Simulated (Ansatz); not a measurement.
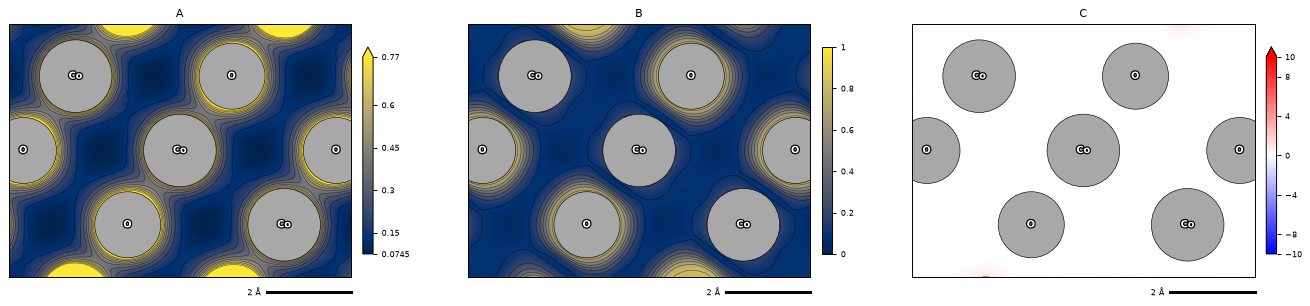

CoO: 3 fields on the (110) plane of the conventional cell, with unlabelled colour scales. Grey discs cover the atomic cores.

Space group R-3m; a structure from a database of computed crystals, not necessarily the ambient phase; computed pressure about −23 GPa in this cell; spin-polarised.

These are results of Kohn-Sham DFT of a periodic cell, LDA, Ansatz PAW (Ansatz), not measurements.

```
Co O
1.0
     3.05056    0.00000    0.00000
    -1.52528    2.64186    0.00000
     0.00000    0.00000    7.41610
Co O
3 3
Direct
  0.00000 0.00000 0.00000
  0.66667 0.33333 0.33333
  0.33333 0.66667 0.66667
  0.33333 0.66667 0.16667
  0.00000 0.00000 0.50000
  0.66667 0.33333 0.83333
```

### Which field does each panel show? The fields are: electron localisation function, spin density and valence pseudo-density.

Panel A: valence pseudo-density. Panel B: electron localisation function. Panel C: spin density (confined to the magnetic sites and close to zero elsewhere). From the grid: Co–O (2.15 Å): ρ at the midpoint is about 0.41 e/Å³; the ELF peaks at about 0.80 in the valence shell of O, 0.6 Å from its nucleus, and is about 0.15 at the midpoint; no shared electron pair shows on this line.
